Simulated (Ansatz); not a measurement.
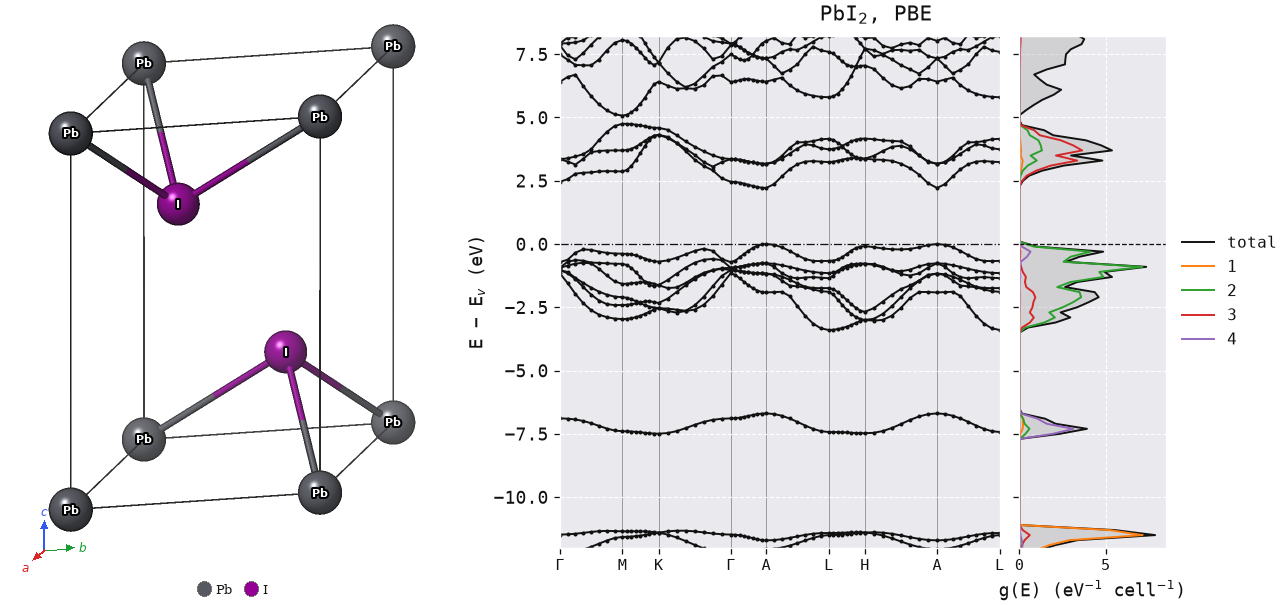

Band structure and density of states, beside the structure. Energies are counted from the top of the valence band. The path runs straight from each named point to the next. The partial curves are projected on atomic shells; they sum to less than the total at higher energies, where shells without a projector contribute.

Structure: PbI₂, space group P-3m1, 3 atoms in the cell; a = 4.56 Å, b = 4.56 Å, c = 6.98 Å, α = 90.00°, β = 90.00°, γ = 120.00°.

Level of theory: DFT, PBE, all-electron LAPW, scalar-relativistic, no spin polarisation, 8×8×5 k mesh; code Ansatz 0.2.0.

**Assign each number in the legend. The candidates: I 5p, I 5s, Pb 6p, Pb 6s.**

1 is I 5s; 2 is I 5p; 3 is Pb 6p; 4 is Pb 6s.

**Is there a gap? Give its size, its kind and where the band edges lie.**

The material is gapped. The gap along this path is 2.22 eV and direct: both edges lie at A.

Spin-orbit coupling is left out, which matters for Pb and I.
